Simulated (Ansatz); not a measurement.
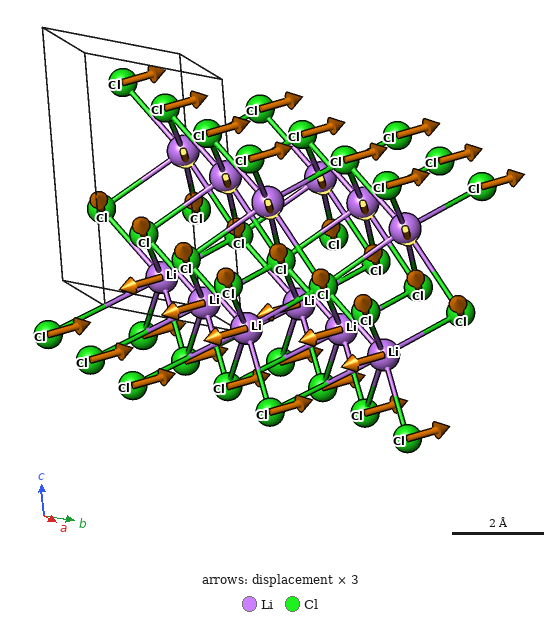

A relaxation of a crystal of LiCl (a generated structure, set up in Cc) (coarse preliminary run). The starting structure is drawn; orange arrows show the displacements (the part carried along by the change of the cell is left out), magnified 3 times.

A ball-and-stick model of the cell of the calculation, repeated 3 × 2 × 1 with one cell outlined, seen slightly off an axis.

These are results of DFT PBE, scalar-relativistic, plane waves, PAW (Ansatz), not measurements.

Input
```yaml
crystal:
  lattice:
    - [2.46961706, -1.83782145, 0.0]
    - [2.46961706, 1.83782145, 0.0]
    - [-1.83883974, 0.0, 5.28335472]
  atoms:
    - { symbol: Li, position: [0.49010935, 0.82238511, 0.64646667] }
    - { symbol: Li, position: [0.82238511, 0.49010935, 0.14646667] }
    - { symbol: Cl, position: [0.17761489, 0.50989065, 0.85353333] }
    - { symbol: Cl, position: [0.50989065, 0.17761489, 0.35353333] }
basis:
  ecutwfc: 420
kpoints:
  mp_grid: { grid: [6, 6, 4] }
hamiltonian:
  xc: pbe
scf:
  occupations: { method: gaussian, width: 0.1 }
  lower_state_search: "off"
output:
  forces: true
  stress: true
  eigenvalues: true
relax:
  adjacent_minimum: "off"
  f_tol: 0.04
  max_steps: 70
  cell: { stress_tol: 0.4 }
```

Run as
```bash
ansatz run input.yaml --threads 1 --pin off --max-ram 2560MiB --backend cpu --events-out ev --progress --plain --runs-dir out
```

Describe the change and its energy.

Answer. The largest moves relative to the cell, 0.36 Å, are those of Li1, Li2, Cl3 and Cl4. Li1 goes roughly along [−3 1 −1]. Largest moves by element: Li 0.36 Å, Cl 0.36 Å. The drawn cell changes as follows: a = b 3.078 → 3.636 Å (+18.1 %), c 5.594 → 6.304 Å (+12.7 %), α 105.3° → 106.7°, β 105.3° → 106.7°, γ 73.3° → 60.2°; the volume changes by +42.3 %. Some distances before and after: Li1–Cl4 3.071 → 2.576 Å, Li1–Cl3 2.207 → 2.577 Å, Li1–Cl4 (another image) 2.218 → 2.568 Å. Bond angles that change, for instance: Cl3–Li1–Cl4 114.5° → 90.1°, Li1–Cl3–Li2 114.5° → 90.1°, Li1–Cl3–Li2 156.7° → 179.9°. The space group (tolerance 0.01 Å) goes from Cc (No. 9) to I4/mmm (No. 139). The energy falls by 452 meV per atom in 7 accepted moves (9 points after the start). The largest force component goes from 0.45 to 0.00097 eV/Å. Pressure: 29.51 GPa at the start and 0.04 GPa at the end. The SCF was repeated twice at an unchanged geometry on a basis and grid sized afresh for the cell, which shifted the energy by 4.6 meV per atom at most. The run took 38 s on 1 thread of Arm Neoverse V1 (shared host), peak memory 0.35 GiB.
